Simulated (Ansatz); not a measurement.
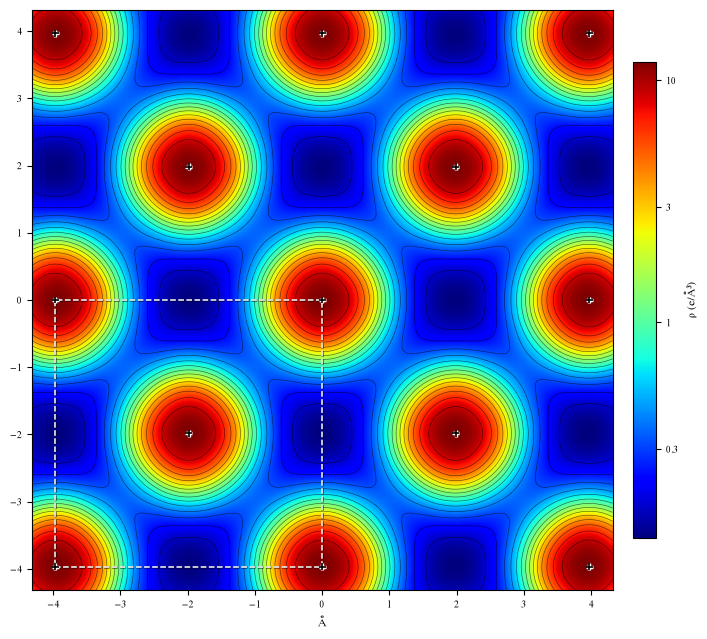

The valence pseudo-density on a plane through atoms (crosses mark nuclei in the plane).

Level of theory: DFT PBE, scalar-relativistic, plane waves, PAW (Ansatz 0.2.0).

Candidates:
A. InAs, a = 6.19 Å, b = 6.19 Å, c = 6.19 Å, α = 90.00°, β = 90.00°, γ = 90.00°. Space group F-43m.
B. MnS, a = 5.10 Å, b = 5.10 Å, c = 5.10 Å, α = 90.00°, β = 90.00°, γ = 90.00°. Space group Fm-3m; spin-polarised.
C. Pt, a = 3.97 Å, b = 3.97 Å, c = 3.97 Å, α = 90.00°, β = 90.00°, γ = 90.00°. Space group Fm-3m.

Question: Which system is this?

Answer: Candidate C: Pt on the (010) plane of the conventional cell, which holds Pt. Pt–Pt (2.81 Å): ρ at the midpoint is about 0.35 e/Å³.
